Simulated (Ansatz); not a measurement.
Consider Si2W.

```cif
data_structure
_symmetry_space_group_name_H-M 'P 1'
_symmetry_Int_Tables_number 1
_cell_length_a 9.1275
_cell_length_b 9.1135
_cell_length_c 7.9182
_cell_angle_alpha 89.992
_cell_angle_beta 90.150
_cell_angle_gamma 89.999
_cell_volume 658.66
loop_
_atom_site_label
_atom_site_type_symbol
_atom_site_fract_x
_atom_site_fract_y
_atom_site_fract_z
_atom_site_occupancy
Si1 Si 0.98960 0.74410 0.16637 1
Si2 Si 0.48960 0.24410 0.16637 1
Si3 Si 0.76002 0.50002 0.16952 1
Si4 Si 0.26002 0.00002 0.16952 1
Si5 Si 0.98893 0.50005 0.66063 1
Si6 Si 0.48893 0.00005 0.66063 1
Si7 Si 0.25265 0.49997 0.14062 1
Si8 Si 0.75265 0.99997 0.14062 1
Si9 Si 0.24261 0.75920 0.66822 1
Si10 Si 0.74261 0.25920 0.66822 1
Si11 Si 0.48950 0.75583 0.16637 1
Si12 Si 0.98950 0.25583 0.16637 1
Si13 Si 0.74257 0.74082 0.66818 1
Si14 Si 0.24257 0.24082 0.66818 1
Si15 Si 0.51849 0.50002 0.67761 1
Si16 Si 0.01849 0.00002 0.67761 1
Si17 Si 0.99318 0.74977 0.83256 1
Si18 Si 0.49318 0.24977 0.83256 1
Si19 Si 0.75222 0.50003 0.83549 1
Si20 Si 0.25222 0.00003 0.83549 1
W1 W 0.06789 0.50000 0.35809 1
W2 W 0.56789 0.00000 0.35809 1
Si21 Si 0.24650 0.50001 0.83299 1
Si22 Si 0.74650 0.00001 0.83299 1
Si23 Si 0.23672 0.74356 0.33221 1
Si24 Si 0.73672 0.24356 0.33221 1
Si25 Si 0.49320 0.75023 0.83259 1
Si26 Si 0.99320 0.25023 0.83259 1
Si27 Si 0.73677 0.75644 0.33217 1
Si28 Si 0.23677 0.25644 0.33217 1
Si29 Si 0.51159 0.50002 0.32372 1
Si30 Si 0.01159 0.00002 0.32372 1
W3 W 0.74311 0.74596 0.99453 1
W4 W 0.24311 0.24596 0.99453 1
W5 W 0.49783 0.49999 0.00123 1
W6 W 0.99783 0.99999 0.00123 1
W7 W 0.74313 0.50002 0.49699 1
W8 W 0.24313 0.00002 0.49699 1
W9 W 0.99860 0.49997 0.98913 1
W10 W 0.49860 0.99997 0.98913 1
W11 W 0.98345 0.76463 0.50191 1
W12 W 0.48345 0.26463 0.50191 1
W13 W 0.24310 0.75405 0.99459 1
W14 W 0.74310 0.25405 0.99459 1
W15 W 0.48346 0.73543 0.50186 1
W16 W 0.98346 0.23543 0.50186 1
Si31 Si 0.29607 0.50002 0.52123 1
Si32 Si 0.79607 0.00002 0.52123 1
```

Space group Cm; a generated structure, not necessarily the stable one.

The calculation used Ansatz, DFT r2SCAN, scalar-relativistic, plane waves, PAW.

> What can the converged valence pseudo-density and electron localisation function tell about the bonding?

Si–Si (2.38 Å): ρ at the midpoint is about 0.45 e/Å³; the ELF peaks at about 0.70 between the atoms.
Si–W (2.41 Å): ρ at the midpoint is about 0.59 e/Å³; the ELF peaks at about 0.80 in the valence shell of Si, 0.9 Å from its nucleus, and is about 0.50 at the midpoint.
Si–Si (2.44 Å): ρ is about 0.4 e/Å³ halfway; the ELF peaks at about 0.55 in the valence shell of Si, 1.1 Å from its nucleus, and is about 0.55 at the midpoint.
Si–W (2.50 Å): ρ at the midpoint is about 0.51 e/Å³; the ELF peaks at about 0.75 in the valence shell of Si, 0.9 Å from its nucleus, and is about 0.45 at the midpoint.

> Metal or insulator at this level of theory?

It is gapless in this calculation (a metal or semimetal).

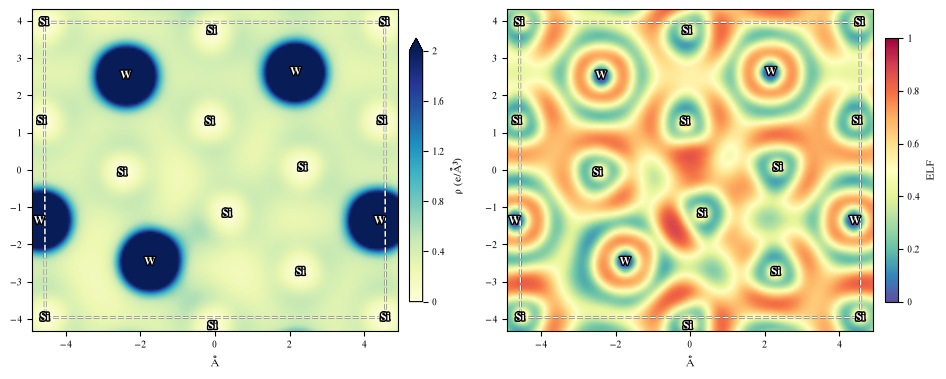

Computed valence pseudo-density and electron localisation function on the (010) plane of the conventional cell, in this order. 
